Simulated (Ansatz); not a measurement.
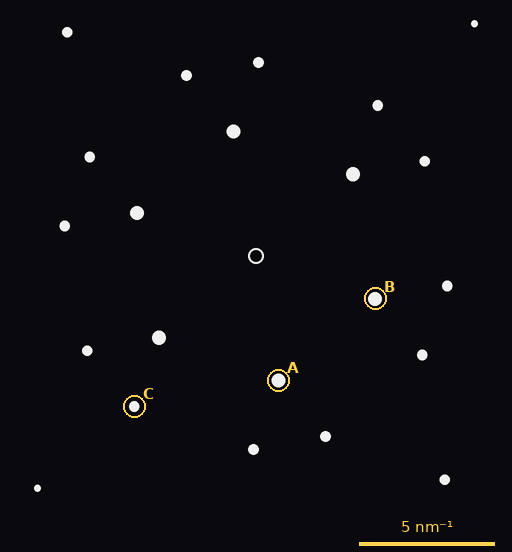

Kinematic zone-axis pattern, calculated for 300 keV electrons with B = 1 Å². The zone axis points towards the electron source and the pattern is seen from the source side.

The sample is Ti, space group Pm-3n (No. 223), a = 5.189 Å. Structure: the input geometry of an electronic-structure calculation (not necessarily at equilibrium); the starting structure was generated, so it need not be a known form of this composition.

Spot A is indexed -2 1 1 and spot B -1 -1 2.

> What are the indices of the remaining marked spot?

C = (5/3)A − (4/3)B = -2 3 -1 (d = 1.387 Å).

> Which zone axis is this?

The cross product of A and B is parallel to [111]; every spot obeys hu + kv + lw = 0.

> What are the spacings of A and B and the angle between them?

d(A) = 2.119 Å, d(B) = 2.119 Å, and the angle is 60.0°.
